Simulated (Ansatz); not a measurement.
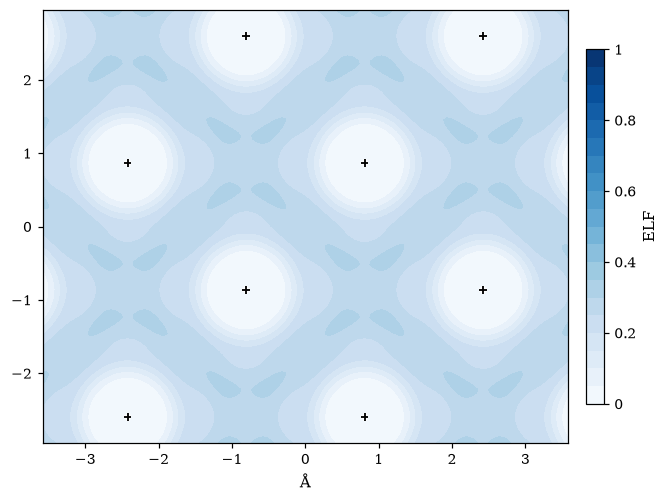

The electron localisation function on a plane through atoms (crosses mark nuclei in the plane).

Method: Ansatz 0.2.0, DFT PBEsol, scalar-relativistic, plane waves, PAW.

Candidates:
A. Zn, a = 3.23 Å, b = 3.23 Å, c = 4.37 Å, α = 90.00°, β = 90.00°, γ = 120.00°. Space group R-3m; a structure from a database of computed crystals, not necessarily the ambient phase; computed pressure about 27 GPa in this cell.
B. Ti (slab), a = 3.21 Å, b = 3.21 Å, c = 20.11 Å, α = 90.00°, β = 90.00°, γ = 90.00°. Not relaxed (largest force 0.6 eV/Å); computed without spin polarisation.

Question: Which system is this?

Answer: Candidate A: Zn on the (011̄) plane of the conventional cell, which holds Zn. Zn–Zn (2.37 Å): the ELF is about 0.30 at the midpoint (no localised pair shows between them).
